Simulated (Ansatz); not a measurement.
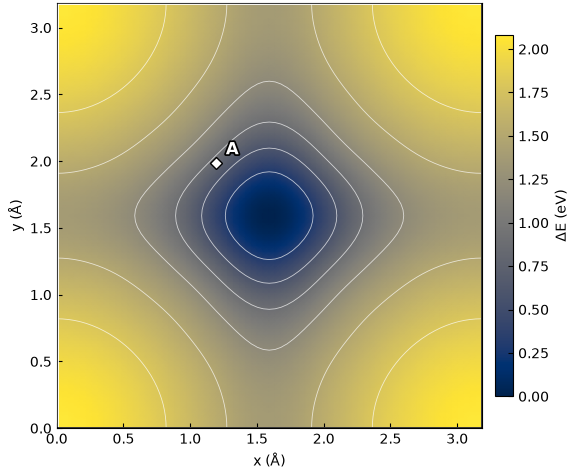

Si on a W(100) slab cut from the Im-3m phase, its upper half relaxed before the scan (4 atoms of substrate and one adsorbate in a 1 × 1 cell). 
- Si is moved over the surface cell; relaxed at each place: the height of the adsorbate's atoms; substrate rigid; the origin of the map has the adsorbate above W4.
- Places are given modulo a cell vector. The map is drawn in real space over the plane of the surface.
- The grid has 8 × 8 points; 15 points were computed and 49 follow by symmetry.
- All energies are given in eV relative to the lowest grid point.
- With one adsorbate in each 1 × 1 cell, its nearest image is 3.2 Å away, so neighbouring adsorbates interact.
- All numbers below come from Ansatz 0.2.0, DFT PBE, scalar-relativistic, plane waves, PAW. Settings: cutoff 420 eV, k-mesh 8×8×1, gaussian smearing 0.1 eV, no spin polarisation.

In the figure: a smooth colour map with a few white contour lines, the outline of one cell of the plane, the point A. Between grid points the surface is interpolated.

> Is A at rest? If not, where is it pushed?

A, at (3/8, 5/8) of the cell vectors, is not a stationary point. The computed force is 2.1 eV/Å in the plane, pointing down and right in the picture (components 1.5 and −1.5 eV/Å).

PAW datasets: the set soft_1.
